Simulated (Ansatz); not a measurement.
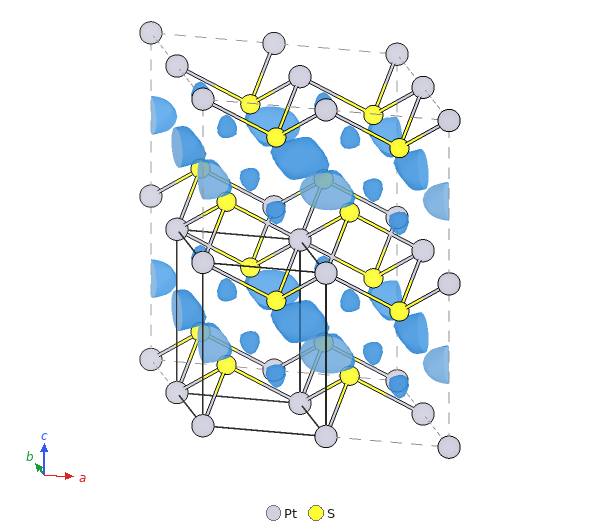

Crystal voids of PtS$_{2}$ (P-3m1, No. 164): the blue surface encloses the regions where the procrystal electron density, the sum of the densities of spherically averaged neutral Hartree-Fock atoms, is below 0.01 e/bohr³ (2×2×2 cells, view slightly off an axis). No self-consistent density enters. Pale faces close the region where the drawn box cuts it. From Rb on the atoms have core potentials, so only their outer electrons count. The usual level for crystal voids is 0.002 e/bohr³; this crystal has almost no region below it, so a higher level is used, which marks the interstitial space of lowest density.

Source of the atomic positions: coordinates from a relaxation with DFT PBE+D3(BJ), scalar-relativistic, plane waves, PAW (Ansatz).

```
Pt S
1.0
     3.58254    0.00000    0.00000
    -1.79127    3.10257    0.00000
     0.00000    0.00000    4.67131
Pt S
1 2
Direct
  0.00000 0.00000 0.00000
  0.66667 0.33333 0.74170
  0.33333 0.66667 0.25830
```

Q: What share of the cell is void by this measure?

A: The voids take about 3.8 % of the cell (2 Å³ of 51.9 Å³) and are bounded by about 10 Å² of surface per cell.

Q: What shape does the empty space take in three dimensions?

A: They are isolated pockets that do not connect across cells.

Q: How low does the density fall, and where?

A: To about 0.0058 e/bohr³ near 0.00, 0.00, 0.50 (fractional), 2.3 Å from the nearest nucleus.

Q: At what density do the voids first join through the crystal?

A: At about 0.012 e/bohr³, as a two-dimensional network in layers parallel to (001).
